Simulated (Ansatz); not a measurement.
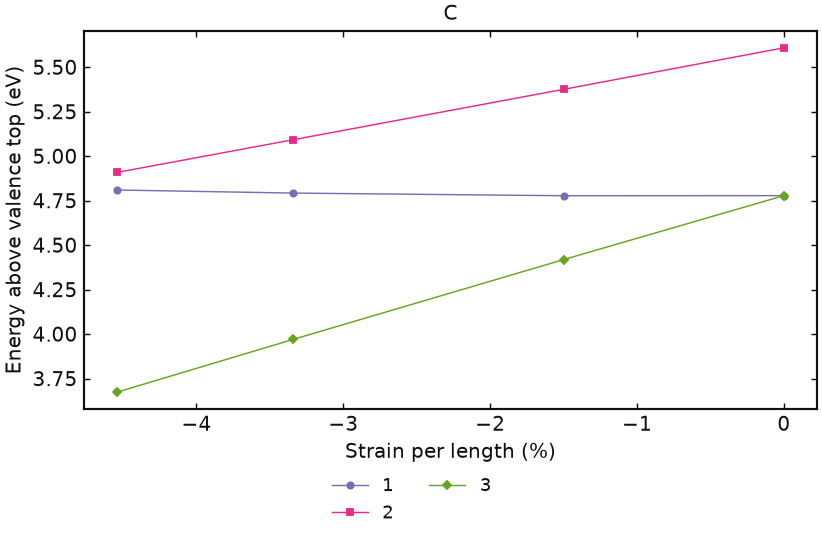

Lowest conduction level at each named k point, counted from the valence-band top at Γ. The curves are numbered.

System: diamond-type C, space group Fd-3m, 2 atoms in the primitive cell, relaxed with r2SCAN; unstrained, cubic a = 3.560 Å. The cell is strained along x with the other two lengths held; symmetry fixes the atoms. Points keep the names of the unstrained cell; those that the strain makes unlike carry their directions on the cubic axes x, y, z. Method: PBE, Ansatz PAW set, no spin polarisation, no spin-orbit coupling, 12×12×12 k mesh, 420 eV cutoff, Fermi-Dirac smearing of 0.02 eV (Ansatz).

> Which curve belongs to which k point: X [010]/[001], X [100] and Γ?

1 is X [010]/[001]; 2 is Γ; 3 is X [100]. X [100] rises by 1.11 eV, X [010]/[001] stays within 0.03 eV and Γ rises by 0.70 eV.

> How does the strain split the X points of the conduction band?

Unstrained, the X points are equivalent. At −4.54 % the lowest conduction level is 3.67 eV at X [100] and 4.81 eV at X [010]/[001] above the valence top, a splitting of 1.14 eV, or 250 meV for each 1 % of strain on average.

The smallest gap over all k points computed is 3.09, 3.38, 3.79 and 4.15 eV in turn; it lies up to 0.63 eV under the lowest value plotted. The strain splits the threefold valence top at Γ, and levels count from its highest part. LDA, GGA and most meta-GGA functionals understate gaps. The cell was built by a generator and needn't be a form met in nature. Diamond is metastable; the stable form of carbon is graphite.
